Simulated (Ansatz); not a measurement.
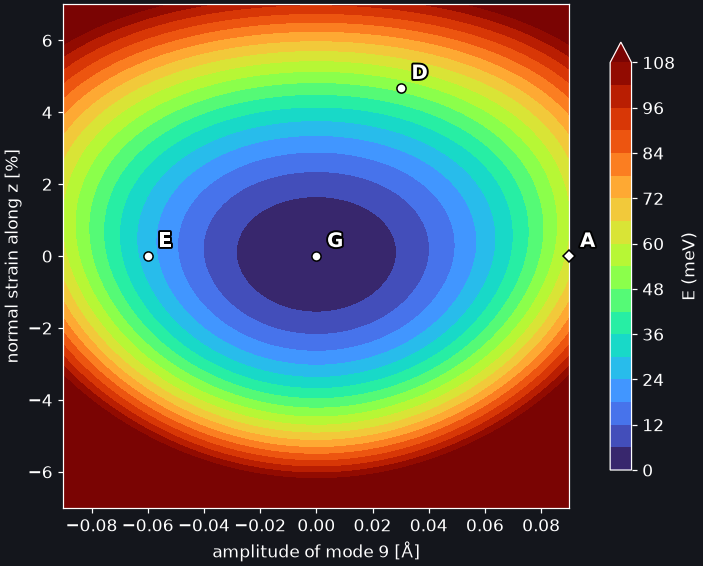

Al2Cu (Fm-3m, No. 225; 3 atoms in the cell). The energy is mapped over a normal mode and a strain (zone-centre modes of the 3-atom cell of this scan). Coordinates scanned: (1) amplitude of mode 9 (273 cm⁻¹), largest displacement in the unstrained cell; (2) normal strain along z. Nothing is relaxed (the pattern is fixed in fractional coordinates). The grid has 7 × 7 points; 28 points were computed and 21 follow by symmetry. Points are written as (first, second). Energies are in meV per cell, from the lowest grid point. These are results of DFT PBE, scalar-relativistic, plane waves, PAW (Ansatz), not measurements. Settings: cutoff 520 eV, k-mesh 14×14×14, gaussian smearing 0.15 eV, no spin polarisation.

Drawn: filled contours, one colour for all values above the top of the scale, lettered points. Between grid points the surface is interpolated.

Q: What kind of point is each of D, G: minimum, saddle, maximum or slope?

A: D: on a slope; G: minimum. (In these two coordinates alone; a stationary point may lie a little off the grid point.)

Q: Rank the lettered points by energy, lowest first.

A: G (0 meV), E (27 meV), D (50 meV), A (62 meV).

PAW datasets: the set soft_1.
